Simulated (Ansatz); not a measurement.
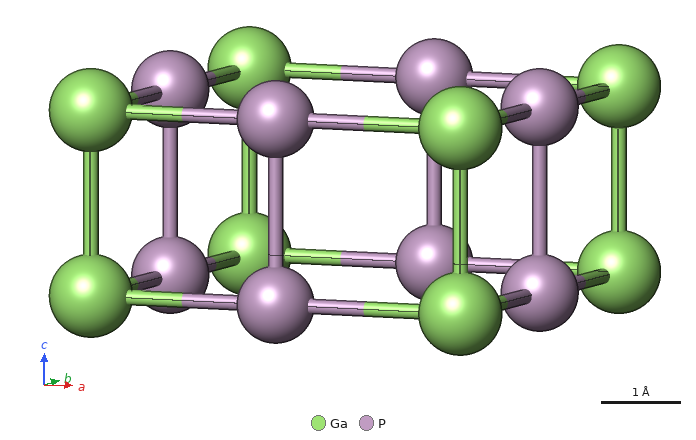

Ball-and-stick drawing of the structure, looking slightly off an axis. The lines enclose the conventional unit cell; boundary atoms appear with their images. Cell: a = 5.12 Å, b = 5.12 Å, c = 2.38 Å, α = 90.00°, β = 90.00°, γ = 90.00°.

The structure comes from a structure type filled with these elements by a generator (whether the compound takes this form wasn't checked). Earlier steps of the study may have refined or changed the cell and positions. Ansatz was used for an electronic-structure calculation on it.

Q: Characterise what is shown.

A: The material is GaP₂. Space group: P4/mmm (No. 123). Lattice: primitive tetragonal. Content of the cell: 1 Ga, 2 P (Z = 1). About every Ga there are four P and two Ga in a distorted octahedral arrangement (about 2.6 Å to P, 2.4 Å to Ga). P is coordinated by two Ga and two P in a distorted square planar arrangement (about 2.6 Å to Ga, 2.4 Å to P). The bonds build a three-dimensional framework.

The calculation used Ansatz 0.2.0, DFT PBE, scalar-relativistic, plane waves, PAW, with plane-wave cutoff 420 eV, the zone sampled with 10×10×20 points, Gaussian smearing of 0.1 eV, no spin polarisation.

Q: What is the band gap, if any?

A: A metal: bands cross the Fermi level.

Q: What are the atomic charges by Bader's partition?

A: Ga +0.44 e; P -0.22 e.

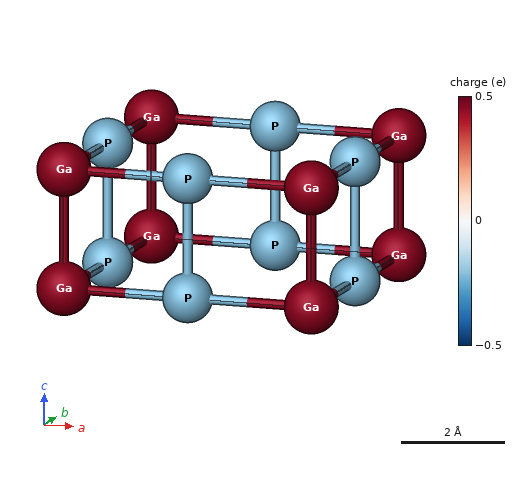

The atoms coloured by those charges. The run's cell of 3 atoms is drawn.

Q: Has the structure come to rest?

A: Yes. All forces vanish to within 0.01 eV/Å. The pressure is 0.0 GPa, close to zero.
